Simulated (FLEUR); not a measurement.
System: Al (space group Im-3m).

How it was computed, with FLEUR MaX-R8.1 (later development tree): all-electron LAPW DFT, no spin polarisation; energies at scaled volumes of the given cell, shape and fractions fixed, counted from the fit's minimum, third-order Birch-Murnaghan fit. All runs: no spin polarisation.

k mesh 12×12×12; occupations Fermi–Dirac; smearing width 0.05 eV; potentials all electron.

Describe the result: the energy against volume, with one curve for each functional. The cases: PBEsol; r2SCAN; SCAN.

The fitted equilibrium volumes, smallest first, are r2SCAN 16.227, PBEsol 16.595, SCAN 16.800 Å³/atom. The fitted bulk moduli, smallest first, are PBEsol 73.1, SCAN 79.6, r2SCAN 81.2 GPa.

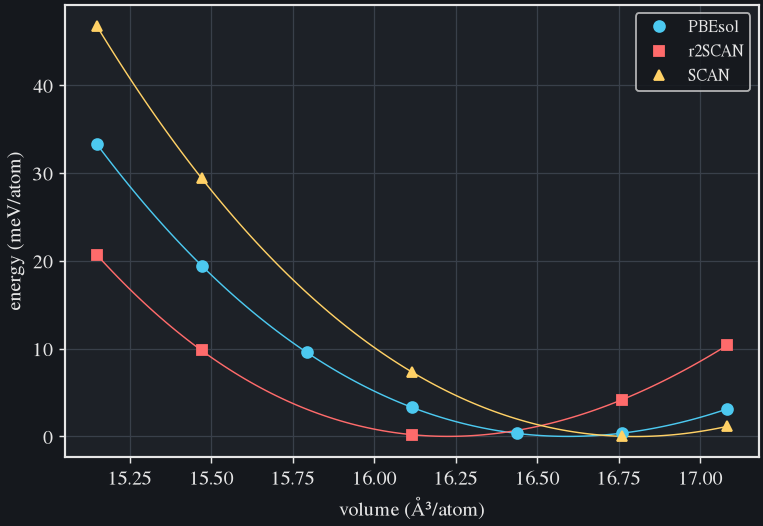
